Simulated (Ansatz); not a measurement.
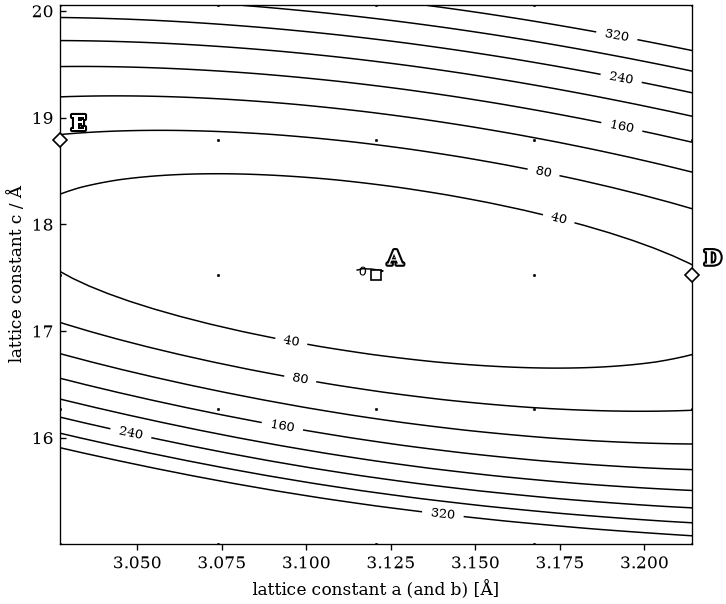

WS₂ (R3m, No. 160; 3 atoms in the cell). The energy is mapped over the lattice constants a and c of the conventional cell. Coordinates scanned: (1) lattice constant a (and b); (2) lattice constant c. Nothing is relaxed (fractional coordinates fixed). The grid has 5 × 5 points. Points are written as (first, second). Energies are in meV/atom, from the lowest grid point. The band gap closes in part of the range. Computed with DFT PBEsol+D3(BJ), scalar-relativistic, plane waves, PAW (Ansatz 0.2.0). Settings: cutoff 420 eV, k-mesh 12×12×12, gaussian smearing 0.05 eV, no spin polarisation.

The picture shows contour lines labelled in meV/atom (none above 320), dots at the grid points, lettered points. Between grid points the surface is interpolated.

### Is D the lowest point of the computed grid?

No. D lies 36 meV/atom above the lowest grid point, which is at (3.121 Å, 17.53 Å).

### Rank the lettered points by energy, lowest first.

A (0 meV/atom), D (36 meV/atom), E (75 meV/atom).

PAW datasets: the set soft_1.
